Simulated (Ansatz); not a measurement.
```
Al N
1.0
     4.36799    0.00000    0.00000
     0.00000    0.00000   -4.36799
     0.00000    4.36799    0.00000
Al N
4 4
Direct
  0.50000 0.50000 0.00000
  0.00000 0.50000 0.50000
  0.00000 0.00000 0.00000
  0.50000 0.00000 0.50000
  0.25000 0.75000 0.25000
  0.75000 0.75000 0.75000
  0.75000 0.25000 0.25000
  0.25000 0.25000 0.75000
```

Space group F-43m; a structure from a database of computed crystals, not necessarily the ambient phase; computed pressure about 2 GPa in this cell.

All numbers below come from Kohn-Sham DFT of a periodic cell, B3LYP, Ansatz PAW in Ansatz.

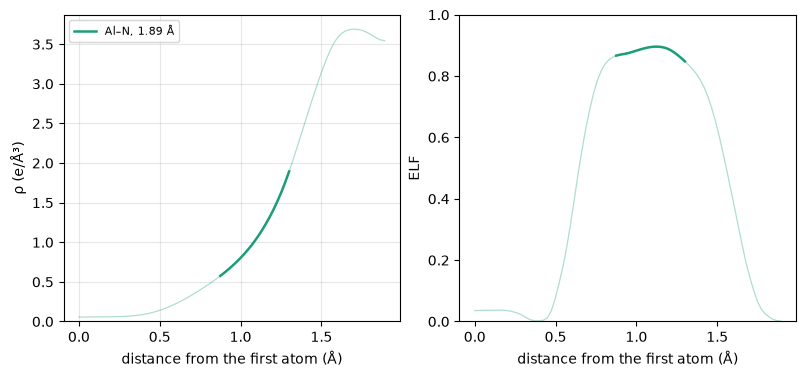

AlN. Valence pseudo-density and ELF along straight lines between neighbouring atoms. Thin, pale parts lie inside the atomic spheres.

In a PAW calculation such maps are meaningful between the atoms, not at the nuclei.

Q: What can be read from the curves?

A: Al–N (1.89 Å): ρ is about 0.7 e/Å³ halfway; the ELF peaks at about 0.90 between the atoms; a polar covalent bond.
